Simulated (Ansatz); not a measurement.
B

```
B
1.0
     2.87569    0.00000    0.00000
    -1.43785    2.49042    0.00000
     0.00000    0.00000   11.87600
B
12
Direct
  0.00000 0.00000 0.12393
  0.00000 0.00000 0.62393
  0.00000 0.00000 0.37607
  0.00000 0.00000 0.87607
  0.33333 0.66667 0.54290
  0.66667 0.33333 0.04290
  0.33333 0.66667 0.95710
  0.66667 0.33333 0.45710
  0.33333 0.66667 0.67834
  0.66667 0.33333 0.17834
  0.33333 0.66667 0.82166
  0.66667 0.33333 0.32166
```

Space group P6₃/mmc; a structure generated by program, which may or may not match a known phase.

These are results of DFT PBE, scalar-relativistic, plane waves, PAW (Ansatz), not measurements.

Question: What will maps of the valence pseudo-density and electron localisation function show?

Answer: B–B (1.61 Å): ρ at the midpoint is about 0.92 e/Å³; the ELF peaks at about 0.70 between the atoms.
B–B (1.70 Å): the density is about 0.9 e/Å³ at the midpoint; the ELF peaks at about 0.95 between the atoms.

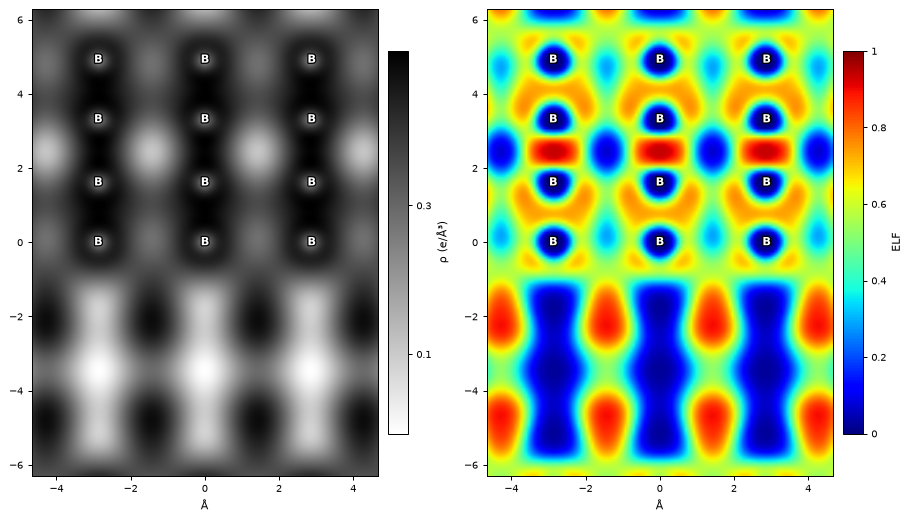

Computed valence pseudo-density and electron localisation function on the (010) plane of the conventional cell, in this order. Atoms just off the plane (B, 0.8 Å away) can leave unmarked features too.

Core electrons are frozen (PAW), and the valence fields are smoothed inside the atomic spheres.
